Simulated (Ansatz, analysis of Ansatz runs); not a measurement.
# Hyperfine coupling of the N2V- centre in diamond (PBE)

How near does this set-up come to the measured hyperfine coupling? Subject: N2V- centre in diamond. Set-up: PBE, 64-site cell, PBE lattice, 420 eV, k: the single point 1/4 1/4 1/4 then 2x2x2 shifted 0.5 0.5 0.5. The model is a cell of 64 host atoms with 1 site emptied, N put on another atom's site and N put on another atom's site. The isotropic coupling follows from the spin density at the nucleus, the nuclear g-factor and the total spin. A local or semilocal functional is the cheapest first rung.

**The experiment.** 15N, isotropic: 4.02 MHz, by EPR (“Electron paramagnetic resonance of the N2V− defect in 15N-doped synthetic diamond”, 2015, B. L. Green et al.). 13C, the two neighbours of the vacancy, isotropic: 240.7 MHz, by EPR (“Electron paramagnetic resonance of the N2V− defect in 15N-doped synthetic diamond”, 2015, B. L. Green et al.). The calculation is set beside it at the end.

Main program and level: Ansatz 0.2.0; plane-wave PAW DFT, PBE; relaxation of all atoms of a defect supercell.

### Step 1. The structure

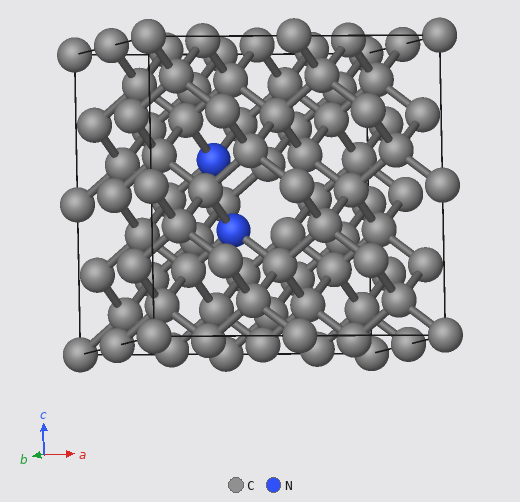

Start, viewed slightly off an axis; carbon grey, nitrogen blue. Bonds to atoms that aren't drawn are left out. Some periodic images of atoms are drawn too.

The cell holds 63 atoms: 61 C and 2 N. Its edges and angles: a = 7.143 Å, b = 7.143 Å, c = 7.143 Å, α = 90.0°, β = 90.0°, γ = 90.0°. It derives from C (space group Fd-3m). Nearest the centre at fractional (0.375, 0.375, 0.375): C41 at 1.55 Å, C48 at 1.55 Å, N26 at 1.55 Å, N4 at 1.55 Å, C37 at 2.53 Å, C36 at 2.53 Å, C52 at 2.53 Å, C45 at 2.53 Å. The cell carries charge −1.

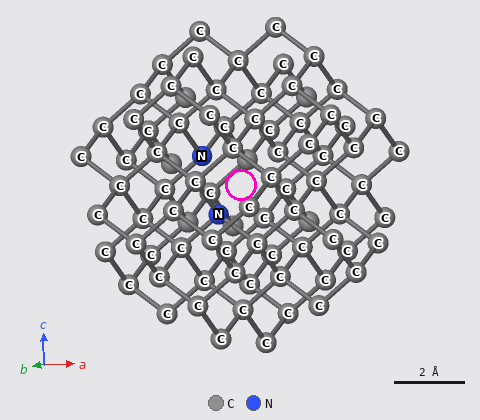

The atoms within 5 Å of the centre. A ring marks the centre wherever it is empty.

The host's primitive cell comes from a first run (plane-wave PAW DFT, PBE; relaxation of the host's cell and atoms): vectors of 2.525, 2.525 and 2.525 Å. That is 5.69 Å³ an atom, 0.4 % over the diffraction cell's volume. The supercell is built on it.

### Step 2. Relaxation, charge −1

Every later number rests on the structure around the defect, so the atoms are relaxed at the host's lattice first.

The input, relax/input.yaml:

```yaml
relax:
  f_tol: 0.02
  max_steps: 80
  random_displacement: { amplitude: 0.02, seed: 938 }
crystal:
  lattice:
    - [7.14316351, 0.0, 0.0]
    - [0.0, 7.14316351, 0.0]
    - [0.0, 0.0, 7.14316351]
  atoms:
    - { symbol: C, position: [0.0, 0.0, 0.25] }
    - { symbol: C, position: [0.0, 0.25, 0.0] }
    - { symbol: C, position: [0.25, 0.0, 0.0] }
    - { symbol: "N", position: [0.25, 0.25, 0.25] }
    - { symbol: C, position: [0.125, 0.125, 0.375] }
    - { symbol: C, position: [0.125, 0.375, 0.125] }
    - { symbol: C, position: [0.375, 0.125, 0.125] }
    - { symbol: C, position: [0.0, 0.0, 0.75] }
    - { symbol: C, position: [0.0, 0.25, 0.5] }
    - { symbol: C, position: [0.25, 0.0, 0.5] }
    - { symbol: C, position: [0.25, 0.25, 0.75] }
    - { symbol: C, position: [0.125, 0.125, 0.875] }
    - { symbol: C, position: [0.125, 0.375, 0.625] }
    - { symbol: C, position: [0.375, 0.125, 0.625] }
    - { symbol: C, position: [0.375, 0.375, 0.875] }
    - { symbol: C, position: [0.0, 0.5, 0.25] }
    - { symbol: C, position: [0.0, 0.75, 0.0] }
    - { symbol: C, position: [0.25, 0.5, 0.0] }
    - { symbol: C, position: [0.25, 0.75, 0.25] }
    - { symbol: C, position: [0.125, 0.625, 0.375] }
    - { symbol: C, position: [0.125, 0.875, 0.125] }
    - { symbol: C, position: [0.375, 0.625, 0.125] }
    - { symbol: C, position: [0.375, 0.875, 0.375] }
    - { symbol: C, position: [0.0, 0.5, 0.75] }
    - { symbol: C, position: [0.0, 0.75, 0.5] }
    - { symbol: "N", position: [0.25, 0.5, 0.5] }
    - { symbol: C, position: [0.25, 0.75, 0.75] }
    - { symbol: C, position: [0.125, 0.625, 0.875] }
    - { symbol: C, position: [0.125, 0.875, 0.625] }
    - { symbol: C, position: [0.375, 0.625, 0.625] }
    - { symbol: C, position: [0.375, 0.875, 0.875] }
    - { symbol: C, position: [0.5, 0.0, 0.25] }
    - { symbol: C, position: [0.5, 0.25, 0.0] }
    - { symbol: C, position: [0.75, 0.0, 0.0] }
    - { symbol: C, position: [0.75, 0.25, 0.25] }
    - { symbol: C, position: [0.625, 0.125, 0.375] }
    - { symbol: C, position: [0.625, 0.375, 0.125] }
    - { symbol: C, position: [0.875, 0.125, 0.125] }
    - { symbol: C, position: [0.875, 0.375, 0.375] }
    - { symbol: C, position: [0.5, 0.0, 0.75] }
    - { symbol: C, position: [0.5, 0.25, 0.5] }
    - { symbol: C, position: [0.75, 0.0, 0.5] }
    - { symbol: C, position: [0.75, 0.25, 0.75] }
    - { symbol: C, position: [0.625, 0.125, 0.875] }
    - { symbol: C, position: [0.625, 0.375, 0.625] }
    - { symbol: C, position: [0.875, 0.125, 0.625] }
    - { symbol: C, position: [0.875, 0.375, 0.875] }
    - { symbol: C, position: [0.5, 0.5, 0.25] }
    - { symbol: C, position: [0.5, 0.75, 0.0] }
    - { symbol: C, position: [0.75, 0.5, 0.0] }
    - { symbol: C, position: [0.75, 0.75, 0.25] }
    - { symbol: C, position: [0.625, 0.625, 0.375] }
    - { symbol: C, position: [0.625, 0.875, 0.125] }
    - { symbol: C, position: [0.875, 0.625, 0.125] }
    - { symbol: C, position: [0.875, 0.875, 0.375] }
    - { symbol: C, position: [0.5, 0.5, 0.75] }
    - { symbol: C, position: [0.5, 0.75, 0.5] }
    - { symbol: C, position: [0.75, 0.5, 0.5] }
    - { symbol: C, position: [0.75, 0.75, 0.75] }
    - { symbol: C, position: [0.625, 0.625, 0.875] }
    - { symbol: C, position: [0.625, 0.875, 0.625] }
    - { symbol: C, position: [0.875, 0.625, 0.625] }
    - { symbol: C, position: [0.875, 0.875, 0.875] }
total_charge: -1
basis:
  ecutwfc: 420
  xc_grid: 2
hamiltonian:
  xc: pbe
kpoints:
  mp_grid: { grid: [1, 1, 1], shift: [0.25, 0.25, 0.25] }
magnetization:
  spin_polarized: true
  initial_magnetization: 1
  spin_locking: { lock_magnetization: hard }
scf:
  occupations: { method: fermi_dirac, width: 0.01 }
  max_iter: 120
output:
  forces: true
checkpoint:
  write: "../relax.run"
  compress: false
  write_wavefunctions: true
  write_every: 100000
```

Run with:

```
$ ansatz run input.yaml --threads 2 --pin off --max-ram 3768MiB --backend cpu --events-out ev --progress --plain --runs-dir out
```

Numbers of over 12 decimals in the logs are rounded to 6 here.

What it wrote:

```text
[... repeated set-up lines and file paths are left out, and long positions are rounded to six places ...]
Engine: ansatz 0.2.0, x86_64-unknown-linux-gnu
Pseudopotentials: kind: paw
Pseudopotential: C, paw, valence charge 4, recommended cutoff 420 eV (normal), C.paw.azcp
Pseudopotential: N, paw, valence charge 5, recommended cutoff 420 eV (normal), N.paw.azcp
Functional definition: PBE
  parameter kappa = 0.804
  parameter beta = 0.066725
  exchange = pbe_x(kappa = kappa, mu = beta*pi^2/3)
  correlation = pbe_c(beta = beta)
Crystal: 63 atoms, lattice volume = 364.478 Å³
Basis set: ecut = 420 eV, 7123 PW (Γ), exchange–correlation on 96×96×96 points (8 copies of the dense FFT grid, shifted against one another)
Bands: 191, of which v1, the nominal top of the filled ones, is band 128 counted from 1 (127 counted from 0)
Symmetry: 1 space group operations
k-points: 1
Non-local potential: C, projectors of the file, l = 0: 2, l = 1: 2, l = 2: 1
Non-local potential: N, projectors of the file, l = 0: 2, l = 1: 2, l = 2: 1
PAW form: soft (Blöchl's): semilocal exchange-correlation on the pseudo side does not see the compensation charge
PAW one-centre angular grid: C, 110 points (default); XC on 64 Gauss nodes
PAW one-centre angular grid: N, 110 points (default); XC on 64 Gauss nodes
Initial density: superposition of atomic densities (chi_scale 0.1, normalization cell, long waves kept (reshape's long-wave potential 0.33 eV rms))
Starting moments: Σ|m| = 1 μB on 63 of 63 sites
Initial wavefunctions: pseudopotential atomic-orbital guess
Functional: x = pbe(κ = 0.804, μ = 0.219515), c = pbe(β = 0.066725)
SCF iter   1: F=—  HF=-16061.805294 eV  |F-HF|=—  |Δ(HF+E_count)|=         —  Δρ=7.05e-2 (↑7.05e-2 ↓6.93e-2)  dr2=5.30e1  dr2_m=2.57e-1  M=1.000 μB ∫|m|=1.002 μB  β_m=0.30  ethr=3.10e-3  ⟨swp⟩=8.0  Hψ=1650  notcnv=0  defer=20
preconditioner: auto → Resta (q_TF=auto, 2.571 Å⁻¹)  ε∞=4.4  [insulator: Δε(μ)=0.606 eV  Ē_g=16.844 eV  σ=0.010 eV  W_gap=1.00  n_scr=92 (ndim 8)  ℏωp=31.1 eV  f_vac=0.000  D(μ)=0.00/eV (n_scr^D=0)  ε∞_Penn≈4.4]
spin=Collinear: Resta preconditioning applied to the charge; magnetization (m = ρ↑ − ρ↓) channel mixes plain (no charge-response kernel on spin).
SCF iter   2: F=—  HF=-16054.032012 eV  |F-HF|=—  |Δ(HF+E_count)|=    7.77e0  Δρ=5.11e-2 (↑5.11e-2 ↓5.04e-2)  dr2=2.78e1  dr2_m=1.39e-1  M=1.000 μB ∫|m|=1.014 μB  β_m=0.65  ethr=3.10e-3  ⟨swp⟩=3.0  Hψ=711  notcnv=0  defer=111
SCF iter   3: F=—  HF=-16045.446892 eV  |F-HF|=—  |Δ(HF+E_count)|=    8.59e0  Δρ=5.06e-3 (↑4.88e-3 ↓5.06e-3)  dr2=2.38e-1  dr2_m=1.43e-3  M=1.000 μB ∫|m|=1.105 μB  β_m=0.69  ethr=3.10e-3  ⟨swp⟩=3.0  Hψ=558  notcnv=0  defer=111
SCF iter   4: F=—  HF=-16045.538209 eV  |F-HF|=—  |Δ(HF+E_count)|=   9.13e-2  Δρ=2.32e-3 (↑2.25e-3 ↓2.32e-3)  dr2=4.51e-2  dr2_m=2.32e-4  M=1.000 μB ∫|m|=1.120 μB  β_m=0.75  ethr=9.33e-5  ⟨swp⟩=3.0  Hψ=832  notcnv=0  defer=114
SCF iter   5: F=—  HF=-16045.567986 eV  |F-HF|=—  |Δ(HF+E_count)|=   2.98e-2  Δρ=6.21e-4 (↑5.21e-4 ↓6.21e-4)  dr2=2.97e-3  dr2_m=5.88e-5  M=1.000 μB ∫|m|=1.127 μB  β_m=0.77  ethr=1.77e-5  ⟨swp⟩=3.0  Hψ=543  notcnv=0  defer=114
SCF iter   6: F=—  HF=-16045.571075 eV  |F-HF|=—  |Δ(HF+E_count)|=   3.09e-3  Δρ=1.97e-4 (↑1.50e-4 ↓1.97e-4)  dr2=3.81e-4  dr2_m=9.33e-6  M=1.000 μB ∫|m|=1.129 μB  β_m=0.73  ethr=1.17e-6  ⟨swp⟩=2.0  Hψ=536  notcnv=0  defer=114
SCF iter   7: F=—  HF=-16045.571169 eV  |F-HF|=—  |Δ(HF+E_count)|=   9.42e-5  Δρ=5.71e-5 (↑4.78e-5 ↓5.71e-5)  dr2=2.52e-5  dr2_m=7.34e-7  M=1.000 μB ∫|m|=1.130 μB  β_m=0.76  ethr=1.49e-7  ⟨swp⟩=2.0  Hψ=463  notcnv=0  defer=114
SCF iter   8: F=-16045.571194 eV  HF=-16045.571193 eV  |F-HF|=1.06e-6  |Δ(HF+E_count)|=   2.42e-5  Δρ=1.59e-5 (↑1.43e-5 ↓1.59e-5)  dr2=1.74e-6  dr2_m=2.94e-8  M=1.000 μB ∫|m|=1.130 μB  ethr=3.92e-9  ⟨swp⟩=4.0  Hψ=903  notcnv=0
SCF 1 converged in 8 iterations: F = -16045.571194 eV  dr2 = 1.74e-6
  greatest PAW one-centre occupation: 0.794 electrons in one spin orbital (limit 2), on the N atom at site 3 (counted from 0), in its partial waves of l = 0
relax step   1: F+E_penalty+E_count = -16045.57119429 eV  Δ(F+E_penalty+E_count) = +0.000e0 eV  max|allowed force component| = 2.262e0 eV/Å  Δτ_max = 0.0000 Å  (8 SCF iters, dr2 threshold 1.00e-5 eV, accepted)
[... the SCF cycles and remarks between the steps are left out from here to the last step ...]
relax step   2: F+E_penalty+E_count = -16046.69045227 eV  Δ(F+E_penalty+E_count) = -1.119e0 eV  max|allowed force component| = 1.155e0 eV/Å  Δτ_max = 0.0992 Å  (6 SCF iters, dr2 threshold 1.00e-4 eV, accepted)
relax step   3: F+E_penalty+E_count = -16047.01067277 eV  Δ(F+E_penalty+E_count) = -3.202e-1 eV  max|allowed force component| = 3.572e-1 eV/Å  Δτ_max = 0.0455 Å  (5 SCF iters, dr2 threshold 8.33e-5 eV, accepted)
relax step   4: F+E_penalty+E_count = -16047.01067174 eV  Δ(F+E_penalty+E_count) = +1.027e-6 eV  max|allowed force component| = 1.989e-1 eV/Å  Δτ_max = 0.0228 Å  (4 SCF iters, dr2 threshold 1.22e-5 eV, rejected (line search))
relax step   5: F+E_penalty+E_count = -16047.01067647 eV  Δ(F+E_penalty+E_count) = -3.699e-6 eV  max|allowed force component| = 3.560e-1 eV/Å  Δτ_max = 0.0000 Å  (7 SCF iters, accepted)
relax step   6: F+E_penalty+E_count = -16047.01082466 eV  Δ(F+E_penalty+E_count) = -1.482e-4 eV  max|allowed force component| = 1.967e-1 eV/Å  Δτ_max = 0.0226 Å  (4 SCF iters, dr2 threshold 1.21e-5 eV, accepted)
relax step   7: F+E_penalty+E_count = -16047.01842886 eV  Δ(F+E_penalty+E_count) = -7.604e-3 eV  max|allowed force component| = 2.063e-2 eV/Å  Δτ_max = 0.0175 Å  (4 SCF iters, dr2 threshold 1.18e-5 eV, accepted)
relax step   8: F+E_penalty+E_count = -16047.01842964 eV  Δ(F+E_penalty+E_count) = -7.825e-7 eV  max|allowed force component| = 2.046e-2 eV/Å  Δτ_max = 0.0000 Å  (4 SCF iters, accepted)
SCF iter   1: F=—  HF=-16047.017940 eV  |F-HF|=—  |Δ(HF+E_count)|=         —  Δρ=7.03e-5 (↑7.02e-5 ↓7.03e-5)  dr2=3.68e-5  dr2_m=8.12e-8  M=1.000 μB ∫|m|=1.143 μB  β_m=0.30  ethr=1.84e-7  ⟨swp⟩=4.0  Hψ=888  notcnv=0  defer=114
SCF iter   2: F=—  HF=-16047.018518 eV  |F-HF|=—  |Δ(HF+E_count)|=   5.77e-4  Δρ=4.84e-5 (↑4.84e-5 ↓4.84e-5)  dr2=1.53e-5  dr2_m=4.39e-8  M=1.000 μB ∫|m|=1.143 μB  β_m=0.58  ethr=1.44e-8  ⟨swp⟩=1.0  Hψ=440  notcnv=0  defer=114
SCF iter   3: F=—  HF=-16047.018515 eV  |F-HF|=—  |Δ(HF+E_count)|=   2.76e-6  Δρ=8.09e-6 (↑8.05e-6 ↓8.09e-6)  dr2=4.98e-7  dr2_m=1.61e-9  M=1.000 μB ∫|m|=1.143 μB  β_m=0.63  ethr=5.98e-9  ⟨swp⟩=2.0  Hψ=416  notcnv=0  defer=114
SCF iter   4: F=-16047.018515 eV  HF=-16047.018515 eV  |F-HF|=5.32e-9  |Δ(HF+E_count)|=   1.51e-8  Δρ=1.94e-6 (↑1.93e-6 ↓1.94e-6)  dr2=4.28e-8  dr2_m=1.01e-10  M=1.000 μB ∫|m|=1.143 μB  ethr=3.92e-11  ⟨swp⟩=4.0  Hψ=1053  notcnv=0
SCF 9 converged in 4 iterations: F = -16047.018515 eV  dr2 = 4.28e-8
relax step   9: F+E_penalty+E_count = -16047.01851502 eV  Δ(F+E_penalty+E_count) = -8.538e-5 eV  max|allowed force component| = 7.612e-3 eV/Å  Δτ_max = 0.0010 Å  (4 SCF iters, accepted)
NSCF: frozen V_eff on 1 k-points
the band table was solved once a step of the walk had ended and its energy, with any forces and stress, was formed, with the checks that follow a solve (1786 applications of the Hamiltonian). They found nothing against the state; [...]
SCF converged after 4 iterations
Magnetization: 1.0000 μB (128.0000 up, 127.0000 down)
Absolute magnetization: 1.1429 μB (∫|ρ↑−ρ↓|, with the PAW one-centre terms)
Spin contamination: 0.0044 ħ² per cell (⟨S²⟩ above its minimum at these occupations)
Per-site moments (μB) at R_I (Å): [(0.00117606, 0.632955), (0.00117629, 0.632959), (0.000276401, 0.632910), [... 60 left out ...]
Free energy (F): -16047.018515 eV
Harris-Foulkes:  -16047.018515 eV  (|F-HF|=5.32e-9)
Internal energy: -16047.018515 eV  (E = F + TS)
E sigma→0 (E₀):  -16047.018515 eV
Fermi energy:    15.581486 (↑ 16.412881, ↓ 15.297181) eV
--- Per-component energies (eV) ---
  E_band       = 1017.409363
  E_kinetic    = 5902.418487
  E_local      = -4253.663703  (includes V_loc(G=0)·N_el)
  E_nonlocal   = 1719.681243
  E_hartree    = 971.812624
  E_xc         = -3097.824284
  E_vxc        = -3849.741161  (∫ρ·V_xc dr)
  E_paw        = -6307.410909  (= ΣΔE_a)
  E_vpaw       = -444.912593  (= ΣTr[D̂ρ^β])
  E_aug_tail   = 0.000755  (compensation charges beyond the density's cutoff)
  E_ewald      = -10982.032728
  E_smearing   = -0.000000  (= −TS)
  E_closure    = 0.000000  (closes the sum)
  E_deformation_potential = -21.072783  (in the stress; not in F)
  Σ components = -16047.018515   (vs F -16047.018515, Δ=0.00e0)
--- Forces (eV/Å), atoms counted from 1 ---
  atom   1  C     -0.00000817    -0.00021726    -0.00114870
  atom   2  C     -0.00098585    -0.00017513    -0.00015751
  [... 1 atom left out ...]
  atom   4  N     -0.00761133     0.00050982     0.00074269
  atom   5  C      0.00224075     0.00429752     0.00127461
  atom   6  C      0.00215254    -0.00017901     0.00273508
  [... 2 atoms left out ...]
  atom   9  C     -0.00146660     0.00173931    -0.00258111
  [... 3 atoms left out ...]
  atom  13  C      0.00103806     0.00055977     0.00108874
  [... 2 atoms left out ...]
  atom  16  C     -0.00131047    -0.00188408     0.00090502
  [... 3 atoms left out ...]
  atom  20  C      0.00034873    -0.00016867     0.00138289
  [... 5 atoms left out ...]
  atom  26  N     -0.00411893    -0.00353808    -0.00355640
  [... 14 atoms left out ...]
  atom  41  C     -0.00133326     0.00139906    -0.00233868
  [... 6 atoms left out ...]
  atom  48  C     -0.00194224    -0.00125242     0.00064987
  [... 15 atoms left out ...]
  max |Σ_I F_I| component: 2.68e-5 eV/Å
--- Band table (eV) ---
  k-point 0 ↑: bands = ["-8.3527", "-7.5546", "-7.1401", "-6.9765", [... 183 left out ...] "22.7556", "22.8748", "23.2223", "23.2745"]
  k-point 0 ↓: bands = ["-8.3447", "-7.5505", "-7.1270", "-6.9607", [... 183 left out ...] "22.7830", "22.9076", "23.2807", "23.3146"]
--- Relaxed structure (9 steps of the walk, 8 accepted, 0 SCFs on fresh bases) ---
  F+E_penalty+E_count = -16047.01851502 eV   max|allowed force component| = 7.612e-3 eV/Å
  atoms:
    - { symbol: C, position: [-0.000830, -0.001151, 0.249998] }
    - { symbol: C, position: [-0.000825, 0.249952, -0.001104] }
    [... 1 atom left out ...]
    - { symbol: N, position: [0.240017, 0.240003, 0.240048] }
    - { symbol: C, position: [0.126436, 0.126444, 0.369299] }
    - { symbol: C, position: [0.126437, 0.369261, 0.126495] }
    [... 2 atoms left out ...]
    - { symbol: C, position: [0.002621, 0.252578, 0.497564] }
    [... 3 atoms left out ...]
    - { symbol: C, position: [0.125814, 0.380957, 0.624381] }
    [... 2 atoms left out ...]
    - { symbol: C, position: [0.002619, 0.497517, 0.252627] }
    [... 3 atoms left out ...]
    - { symbol: C, position: [0.125815, 0.624341, 0.380996] }
    [... 5 atoms left out ...]
    - { symbol: N, position: [0.238980, 0.511043, 0.511084] }
    [... 14 atoms left out ...]
    - { symbol: C, position: [0.510313, 0.244363, 0.505375] }
    [... 6 atoms left out ...]
    - { symbol: C, position: [0.510313, 0.505325, 0.244414] }
    [... 15 atoms left out ...]
```

It took 48 s on 2 threads of Intel Xeon Platinum 8375C at 2.90GHz (Ice Lake), shared host; peak memory 1.1 GiB; 94 s of CPU time.

Step by step:

| step | energy less that of the first step (eV) | largest force component (eV/Å) |
| --- | --- | --- |
| 1 | 0.0000 | 2.2617 |
| 2 | -1.1193 | 1.1548 |
| 3 | -1.4395 | 0.3572 |
| 4 | -1.4395 | 0.1989 |
| 5 | -1.4395 | 0.3560 |
| 6 | -1.4396 | 0.1967 |
| 7 | -1.4472 | 0.0206 |
| 8 | -1.4472 | 0.0205 |
| 9 | -1.4473 | 0.0076 |

Relaxation step 4 was tried and not accepted.

The atoms that moved most (Å, from the sites as typed, ahead of the random displacement):

| atom | dx | dy | dz | length |
| --- | --- | --- | --- | --- |
| N26 | -0.079 | 0.078 | 0.078 | 0.135 |
| N4 | -0.071 | -0.072 | -0.072 | 0.125 |
| C41 | 0.074 | -0.041 | 0.037 | 0.092 |
| C48 | 0.074 | 0.037 | -0.041 | 0.092 |
| C22 | 0.016 | -0.029 | 0.030 | 0.045 |
| C14 | 0.016 | 0.030 | -0.029 | 0.045 |
| C5 | 0.010 | 0.009 | -0.042 | 0.044 |
| C6 | 0.010 | -0.042 | 0.010 | 0.044 |

The atoms nearest to the centre after the run:

| atom | distance (Å) |
| --- | --- |
| C48 | 1.634 |
| C41 | 1.635 |
| N4 | 1.670 |
| N26 | 1.683 |
| C22 | 2.484 |
| C14 | 2.484 |
| C6 | 2.511 |
| C5 | 2.511 |
| C52 | 2.513 |
| C45 | 2.513 |
| C7 | 2.514 |
| C37 | 2.515 |
| C36 | 2.515 |
| C20 | 2.518 |
| C13 | 2.519 |
| C30 | 2.522 |

Read from the output:

```yaml
free_energy: -16047.0185 eV
total_moment: 1 μB
integral_of_the_absolute_spin_density: 1.143 μB
spin_contamination: 0.004447
```

The relaxation ends 23 meV an atom lower than the displaced start, with a largest force component of 0.0076 eV/Å.

[end of part 1 of 2]

[Logs are printed without paths, hosts, clocks, repeated set-up lines and the standing remarks that a program may print on its own settings, such as how far it seeks lower states.]

[Hosts, paths, dates, database ids (printed as entryN), source tags and the programs' standing remarks are cut or masked in the printed files.]

[For some hosts the program warned that the k-mesh of the response run may be too coarse for force constants and the static dielectric constant; such warnings are not shown here.]
